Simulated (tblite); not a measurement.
## Saddle-point search, with input and output: C5H11N

C5H11N, SMILES C1CCNCC1, computed with GFN2-xTB saddle search (eigenvector following) and harmonic vibrations, gas phase (tblite 0.8.0).

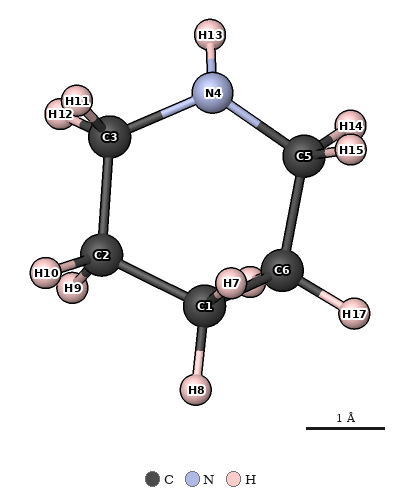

Figure 1. The starting structure (ball-and-stick view, seen at a tilt; atoms are numbered from 1 in the order of the input). Bond lengths as drawn: C–C 1.52 to 1.54 Å, C–H 1.09 to 1.10 Å, C–N 1.45 to 1.46 Å and H–N 1.01 Å.

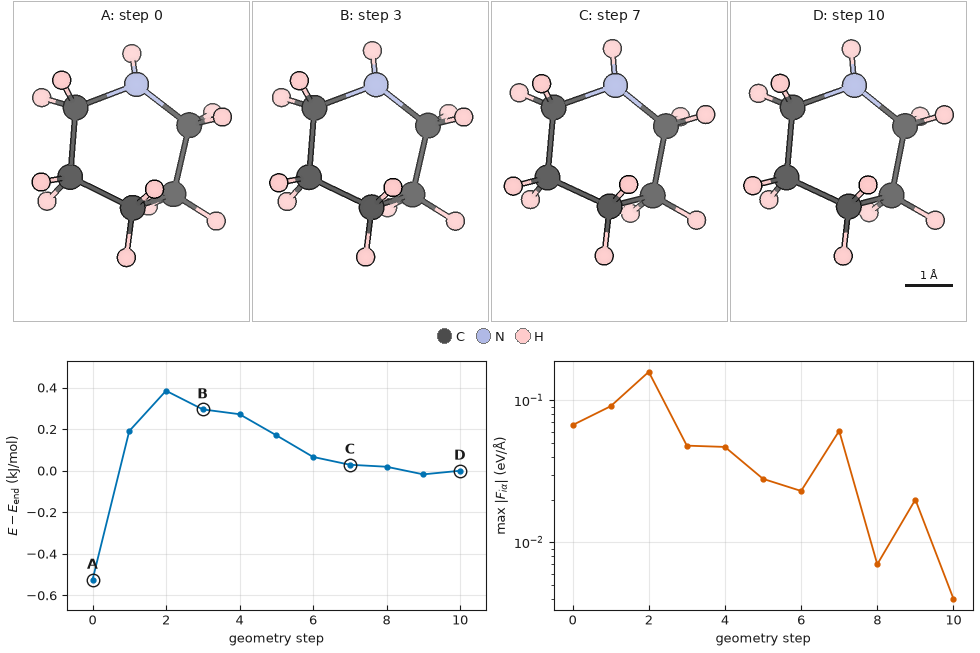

Figure 2. Frames of the saddle-point search (ball-and-stick view, seen at a tilt) above the curves, on which the letters mark them (steps are counted from 0).

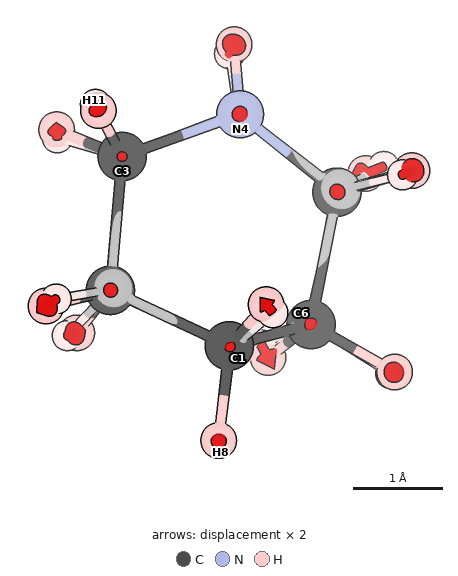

Figure 3. Start (faint) and end (solid) with the displacements as red arrows, magnified 2 times (ball-and-stick view, seen at a tilt). The two geometries are laid on each other by the best rigid fit. The atom that moves furthest after the best rigid fit is H14 (0.29 Å). Largest moves by element: H 0.29 Å, C 0.10 Å, N 0.09 Å. Distances before and after: C2–C3 1.541 → 1.534 Å. The energy rises by 0.52 kJ/mol in 10 geometry steps. Largest force component: 0.067 eV/Å at the start, 0.004 eV/Å at the end. (Atoms are counted from 1 in the order of the input.)

The input and output of the run follow.

**Input**
```
{"job": {"xc": "GFN2-xTB", "basis": "xTB", "kind": "saddle"}, "charge": 0, "multiplicity": 1}
C     -0.682651     1.110270    -0.423826
C     -1.418953    -0.182849    -0.103324
C     -0.506764    -1.423462    -0.148036
N      0.937063    -1.201431    -0.133075
C      1.522552     0.115975     0.057879
C      0.532144     1.193739     0.488336
H     -0.354597     1.110480    -1.465457
H     -1.349698     1.960867    -0.274480
H     -1.851882    -0.088327     0.895696
H     -2.243956    -0.325205    -0.803623
H     -0.722491    -1.989292    -1.065609
H     -0.786901    -2.070291     0.693802
H      1.386235    -1.893760     0.446040
H      2.335696     0.053101     0.787850
H      1.967847     0.426258    -0.900890
H      0.222106     1.033553     1.524287
H      1.014251     2.170375     0.424429
```

The first line tells a small driver script what to run in tblite; the rest is the geometry in Å.

Command:
```bash
OMP_NUM_THREADS=1 python <driver script> task.json out
```

**The program's output**
```
step      E/eV     max force
  0    -523.14689   0.0728
  1    -523.13947   0.1079
  2    -523.13746   0.1965
  3    -523.13839   0.0566
  4    -523.13863   0.0588
  5    -523.13968   0.0317
  6    -523.14076   0.0256
  7    -523.14115   0.0684
  8    -523.14125   0.0075
  9    -523.14163   0.0233
 10    -523.14145   0.0041
lowest wavenumbers (cm-1): -244.6 43.9 312.2 417.3 445.9 526.1
```

**Trajectory as extended XYZ (Å, eV, eV/Å), 11 frames, from step=0 to step=10**
```
17
Properties=species:S:1:pos:R:3:forces:R:3 step=0 energy=-523.14689
C    -0.6827    1.1103   -0.4238    0.0250  -0.0150  -0.0280
C    -1.4190   -0.1828   -0.1033   -0.0160  -0.0030  -0.0160
C    -0.5068   -1.4235   -0.1480    0.0090  -0.0030   0.0040
N     0.9371   -1.2014   -0.1331    0.0050  -0.0170  -0.0010
C     1.5226    0.1160    0.0579    0.0050  -0.0020  -0.0010
C     0.5321    1.1937    0.4883   -0.0070   0.0070   0.0090
H    -0.3546    1.1105   -1.4655    0.0000   0.0010   0.0120
H    -1.3497    1.9609   -0.2745   -0.0080   0.0080   0.0170
H    -1.8519   -0.0883    0.8957    0.0210   0.0080   0.0100
H    -2.2440   -0.3252   -0.8036   -0.0040  -0.0080   0.0270
H    -0.7225   -1.9893   -1.0656    0.0050   0.0300  -0.0290
H    -0.7869   -2.0703    0.6938   -0.0200  -0.0460  -0.0350
H     1.3862   -1.8938    0.4460   -0.0180   0.0220   0.0670
H     2.3357    0.0531    0.7879    0.0270   0.0010  -0.0160
H     1.9678    0.4263   -0.9009   -0.0240   0.0050  -0.0010
H     0.2221    1.0336    1.5243   -0.0020   0.0120  -0.0070
H     1.0143    2.1704    0.4244    0.0020  -0.0030  -0.0120
17
Properties=species:S:1:pos:R:3:forces:R:3 step=1 energy=-523.13947
C    -0.6823    1.1037   -0.4354    0.0080  -0.0070  -0.0120
C    -1.4212   -0.1821   -0.0923   -0.0110   0.0030  -0.0050
C    -0.5109   -1.4223   -0.1444    0.0210  -0.0100   0.0060
N     0.9312   -1.1896   -0.1711    0.0420  -0.0330   0.0400
C     1.5235    0.1179    0.0786    0.0180  -0.0280  -0.0040
C     0.5265    1.1994    0.4835    0.0020   0.0010   0.0010
H    -0.3495    1.0844   -1.4750   -0.0020   0.0000   0.0120
H    -1.3477    1.9586   -0.3016   -0.0010   0.0000   0.0070
H    -1.8327   -0.0767    0.9150    0.0130   0.0030  -0.0030
H    -2.2608   -0.3280   -0.7741    0.0040  -0.0020   0.0190
H    -0.7432   -1.9935   -1.0549    0.0090   0.0190  -0.0090
H    -0.7736   -2.0668    0.7065   -0.0060  -0.0190  -0.0230
H     1.4051   -1.9150    0.3502   -0.0560   0.0910  -0.0150
H     2.3061    0.0373    0.8427   -0.0120  -0.0010  -0.0320
H     2.0131    0.4412   -0.8555   -0.0300  -0.0200   0.0340
H     0.2068    1.0567    1.5191    0.0020   0.0070  -0.0090
H     1.0095    2.1749    0.4089    0.0000  -0.0020  -0.0060
17
Properties=species:S:1:pos:R:3:forces:R:3 step=2 energy=-523.13746
C    -0.6838    1.0947   -0.4486   -0.0090  -0.0060  -0.0010
C    -1.4226   -0.1822   -0.0736   -0.0190   0.0100   0.0040
C    -0.5143   -1.4210   -0.1476    0.0240  -0.0130   0.0130
N     0.9244   -1.1757   -0.2105    0.1000  -0.0160   0.0790
C     1.5239    0.1182    0.1050    0.0500  -0.0620  -0.0070
C     0.5212    1.2087    0.4734    0.0190  -0.0030  -0.0040
H    -0.3494    1.0494   -1.4868   -0.0060   0.0010   0.0210
H    -1.3470    1.9545   -0.3338    0.0050  -0.0100   0.0000
H    -1.7999   -0.0670    0.9471    0.0130  -0.0030  -0.0370
H    -2.2854   -0.3311   -0.7263    0.0300   0.0050   0.0250
H    -0.7606   -1.9858   -1.0584    0.0070   0.0060   0.0050
H    -0.7595   -2.0737    0.7036    0.0020  -0.0010  -0.0110
H     1.4190   -1.9303    0.2523   -0.0860   0.1590  -0.0770
H     2.2650    0.0169    0.9122   -0.0730  -0.0020  -0.0840
H     2.0700    0.4493   -0.7973   -0.0610  -0.0590   0.1010
H     0.1928    1.0931    1.5101    0.0090   0.0030  -0.0250
H     1.0061    2.1819    0.3794   -0.0050  -0.0080  -0.0010
17
Properties=species:S:1:pos:R:3:forces:R:3 step=3 energy=-523.13839
C    -0.6824    1.1009   -0.4396    0.0030  -0.0030  -0.0050
C    -1.4218   -0.1821   -0.0879   -0.0050   0.0010  -0.0010
C    -0.5119   -1.4220   -0.1430    0.0120  -0.0060   0.0020
N     0.9285   -1.1837   -0.1882    0.0210  -0.0140   0.0240
C     1.5234    0.1177    0.0874    0.0100  -0.0170  -0.0020
C     0.5248    1.2020    0.4809    0.0020   0.0010  -0.0010
H    -0.3485    1.0747   -1.4783   -0.0020  -0.0010   0.0050
H    -1.3472    1.9571   -0.3108    0.0000  -0.0010   0.0020
H    -1.8251   -0.0729    0.9222    0.0080   0.0010  -0.0010
H    -2.2667   -0.3293   -0.7624    0.0020  -0.0010   0.0110
H    -0.7506   -1.9956   -1.0502    0.0060   0.0110  -0.0060
H    -0.7662   -2.0655    0.7116   -0.0030  -0.0100  -0.0140
H     1.4105   -1.9183    0.3107   -0.0290   0.0480  -0.0080
H     2.2913    0.0281    0.8653   -0.0100   0.0000  -0.0180
H     2.0318    0.4444   -0.8345   -0.0160  -0.0130   0.0200
H     0.2018    1.0678    1.5164    0.0020   0.0040  -0.0050
H     1.0085    2.1767    0.4005    0.0000  -0.0010  -0.0040
17
Properties=species:S:1:pos:R:3:forces:R:3 step=4 energy=-523.13863
C    -0.6838    1.0958   -0.4464   -0.0020  -0.0020   0.0000
C    -1.4222   -0.1826   -0.0765   -0.0060   0.0020   0.0020
C    -0.5134   -1.4215   -0.1457    0.0050  -0.0030   0.0030
N     0.9241   -1.1750   -0.2088    0.0320  -0.0050   0.0230
C     1.5231    0.1171    0.1033    0.0150  -0.0170  -0.0010
C     0.5224    1.2082    0.4739    0.0070   0.0000  -0.0010
H    -0.3504    1.0553   -1.4847   -0.0020  -0.0010   0.0050
H    -1.3477    1.9542   -0.3275    0.0010  -0.0030  -0.0010
H    -1.8054   -0.0685    0.9412    0.0060  -0.0010  -0.0090
H    -2.2804   -0.3312   -0.7339    0.0080   0.0010   0.0100
H    -0.7586   -1.9893   -1.0547    0.0010   0.0030   0.0000
H    -0.7587   -2.0717    0.7071    0.0000  -0.0010  -0.0040
H     1.4177   -1.9248    0.2555   -0.0250   0.0470  -0.0250
H     2.2655    0.0156    0.9059   -0.0250  -0.0010  -0.0240
H     2.0646    0.4456   -0.7992   -0.0170  -0.0180   0.0330
H     0.1956    1.0918    1.5106    0.0030   0.0030  -0.0090
H     1.0076    2.1810    0.3800   -0.0020  -0.0040  -0.0020
17
Properties=species:S:1:pos:R:3:forces:R:3 step=5 energy=-523.13968
C    -0.6865    1.0904   -0.4519   -0.0050  -0.0040   0.0030
C    -1.4210   -0.1840   -0.0612   -0.0120  -0.0040   0.0030
C    -0.5141   -1.4217   -0.1562   -0.0200   0.0020   0.0010
N     0.9215   -1.1697   -0.2150    0.0160   0.0140   0.0000
C     1.5220    0.1156    0.1183    0.0120   0.0060   0.0030
C     0.5217    1.2161    0.4644    0.0100   0.0000   0.0020
H    -0.3568    1.0353   -1.4906   -0.0030  -0.0010   0.0080
H    -1.3498    1.9504   -0.3418    0.0010  -0.0030  -0.0010
H    -1.7770   -0.0682    0.9667    0.0100  -0.0040  -0.0250
H    -2.2966   -0.3326   -0.6960    0.0210   0.0030   0.0180
H    -0.7585   -1.9688   -1.0785   -0.0040   0.0050   0.0060
H    -0.7590   -2.0912    0.6819   -0.0010   0.0040  -0.0060
H     1.4185   -1.9259    0.2318    0.0080  -0.0030  -0.0030
H     2.2415    0.0075    0.9410   -0.0230   0.0020  -0.0200
H     2.0911    0.4391   -0.7686   -0.0110  -0.0100   0.0280
H     0.1939    1.1214    1.5033    0.0050   0.0030  -0.0170
H     1.0089    2.1862    0.3522   -0.0050  -0.0100  -0.0010
17
Properties=species:S:1:pos:R:3:forces:R:3 step=6 energy=-523.14076
C    -0.6915    1.0837   -0.4573   -0.0030  -0.0040   0.0040
C    -1.4178   -0.1867   -0.0399   -0.0100  -0.0080   0.0030
C    -0.5153   -1.4221   -0.1738   -0.0110  -0.0060  -0.0010
N     0.9201   -1.1663   -0.2160    0.0020   0.0000   0.0010
C     1.5202    0.1134    0.1379    0.0090   0.0050   0.0020
C     0.5219    1.2273    0.4494    0.0080   0.0010   0.0030
H    -0.3701    1.0118   -1.4975   -0.0020  -0.0010   0.0060
H    -1.3551    1.9444   -0.3553    0.0000  -0.0010  -0.0010
H    -1.7348   -0.0714    1.0006    0.0090  -0.0040  -0.0230
H    -2.3161   -0.3347   -0.6422    0.0190   0.0020   0.0150
H    -0.7570   -1.9340   -1.1178    0.0030   0.0120   0.0200
H    -0.7652   -2.1217    0.6383    0.0050   0.0140  -0.0170
H     1.4196   -1.9294    0.2161   -0.0010   0.0050  -0.0030
H     2.2091    0.0008    0.9862   -0.0160   0.0020  -0.0160
H     2.1245    0.4275   -0.7286   -0.0110  -0.0070   0.0220
H     0.1953    1.1653    1.4911    0.0050   0.0030  -0.0160
H     1.0125    2.1920    0.3088   -0.0050  -0.0120   0.0000
17
Properties=species:S:1:pos:R:3:forces:R:3 step=7 energy=-523.14115
C    -0.6979    1.0758   -0.4634   -0.0050  -0.0090   0.0120
C    -1.4138   -0.1903   -0.0150   -0.0240  -0.0190   0.0080
C    -0.5163   -1.4221   -0.1945   -0.0290  -0.0140   0.0000
N     0.9181   -1.1622   -0.2196    0.0090   0.0040   0.0050
C     1.5177    0.1104    0.1614    0.0250   0.0110   0.0040
C     0.5221    1.2404    0.4312    0.0210   0.0030   0.0110
H    -0.3867    0.9846   -1.5054   -0.0040   0.0000   0.0150
H    -1.3618    1.9373   -0.3703    0.0010  -0.0020   0.0000
H    -1.6851   -0.0761    1.0397    0.0160  -0.0100  -0.0610
H    -2.3380   -0.3378   -0.5791    0.0500   0.0050   0.0300
H    -0.7555   -1.8930   -1.1619    0.0060   0.0260   0.0520
H    -0.7705   -2.1552    0.5872    0.0110   0.0350  -0.0380
H     1.4199   -1.9331    0.1960   -0.0030   0.0120  -0.0050
H     2.1688   -0.0085    1.0407   -0.0380   0.0060  -0.0490
H     2.1647    0.4136   -0.6792   -0.0360  -0.0190   0.0550
H     0.1974    1.2181    1.4761    0.0140   0.0020  -0.0430
H     1.0169    2.1981    0.2561   -0.0140  -0.0320   0.0040
17
Properties=species:S:1:pos:R:3:forces:R:3 step=8 energy=-523.14125
C    -0.6947    1.0805   -0.4592   -0.0010  -0.0010   0.0010
C    -1.4156   -0.1885   -0.0295   -0.0020  -0.0020   0.0010
C    -0.5155   -1.4219   -0.1832   -0.0030  -0.0020  -0.0010
N     0.9196   -1.1653   -0.2167    0.0000   0.0010   0.0000
C     1.5188    0.1119    0.1476    0.0020   0.0010   0.0010
C     0.5223    1.2328    0.4410    0.0020   0.0010   0.0010
H    -0.3786    1.0016   -1.5004   -0.0010  -0.0010   0.0010
H    -1.3586    1.9412   -0.3597    0.0000   0.0000   0.0000
H    -1.7131   -0.0746    1.0163    0.0030  -0.0010  -0.0050
H    -2.3241   -0.3363   -0.6154    0.0040   0.0000   0.0040
H    -0.7559   -1.9151   -1.1369    0.0010   0.0040   0.0040
H    -0.7678   -2.1357    0.6148    0.0010   0.0030  -0.0050
H     1.4191   -1.9306    0.2112    0.0000   0.0000  -0.0010
H     2.1911   -0.0028    1.0085   -0.0050   0.0000  -0.0030
H     2.1408    0.4206   -0.7073   -0.0020  -0.0020   0.0070
H     0.1974    1.1885    1.4839    0.0020   0.0020  -0.0050
H     1.0148    2.1938    0.2848   -0.0020  -0.0030  -0.0010
17
Properties=species:S:1:pos:R:3:forces:R:3 step=9 energy=-523.14163
C    -0.6987    1.0759   -0.4625   -0.0010  -0.0030   0.0040
C    -1.4130   -0.1909   -0.0148   -0.0080  -0.0070   0.0030
C    -0.5160   -1.4217   -0.1957   -0.0100  -0.0050  -0.0010
N     0.9186   -1.1632   -0.2187    0.0020   0.0020   0.0010
C     1.5171    0.1099    0.1617    0.0090   0.0040   0.0020
C     0.5227    1.2405    0.4298    0.0070   0.0010   0.0040
H    -0.3894    0.9862   -1.5048   -0.0010   0.0000   0.0050
H    -1.3630    1.9368   -0.3673    0.0000  -0.0010   0.0000
H    -1.6833   -0.0781    1.0390    0.0060  -0.0030  -0.0200
H    -2.3364   -0.3384   -0.5779    0.0160   0.0020   0.0110
H    -0.7548   -1.8899   -1.1631    0.0020   0.0090   0.0170
H    -0.7710   -2.1554    0.5835    0.0040   0.0120  -0.0130
H     1.4191   -1.9326    0.2007    0.0000   0.0030  -0.0010
H     2.1663   -0.0084    1.0408   -0.0130   0.0020  -0.0160
H     2.1645    0.4117   -0.6772   -0.0120  -0.0060   0.0190
H     0.1994    1.2207    1.4742    0.0050   0.0010  -0.0150
H     1.0178    2.1968    0.2523   -0.0050  -0.0110   0.0010
17
Properties=species:S:1:pos:R:3:forces:R:3 step=10 energy=-523.14145
C    -0.6965    1.0788   -0.4602    0.0000   0.0000  -0.0010
C    -1.4144   -0.1896   -0.0238    0.0010   0.0010   0.0000
C    -0.5156   -1.4217   -0.1884    0.0010   0.0010   0.0000
N     0.9194   -1.1648   -0.2171   -0.0010   0.0000   0.0000
C     1.5179    0.1110    0.1531   -0.0010   0.0000   0.0000
C     0.5226    1.2358    0.4363   -0.0010   0.0000  -0.0010
H    -0.3834    0.9961   -1.5019    0.0000   0.0000  -0.0010
H    -1.3606    1.9394   -0.3618    0.0000   0.0000   0.0000
H    -1.7011   -0.0765    1.0249    0.0000   0.0000   0.0040
H    -2.3284   -0.3373   -0.6006   -0.0030   0.0000   0.0000
H    -0.7552   -1.9045   -1.1474    0.0000   0.0000  -0.0030
H    -0.7692   -2.1434    0.6016   -0.0010  -0.0020   0.0010
H     1.4188   -1.9312    0.2087    0.0000  -0.0010   0.0000
H     2.1810   -0.0049    1.0209    0.0010   0.0000   0.0040
H     2.1497    0.4167   -0.6952    0.0030   0.0010  -0.0020
H     0.1987    1.2016    1.4797   -0.0010   0.0010   0.0020
H     1.0162    2.1946    0.2713    0.0010   0.0010  -0.0010
```

**Summary**

```json
{"quantity": "outcome", "value": "converged"}
{"quantity": "total energy", "value": "−523.1414 eV"}
{"quantity": "point group", "value": "C1"}
{"quantity": "hardware", "value": "1 CPU thread, shared host"}
{"quantity": "wall time", "value": "2.2 s"}
{"quantity": "peak memory", "value": "0.19 GiB"}
```
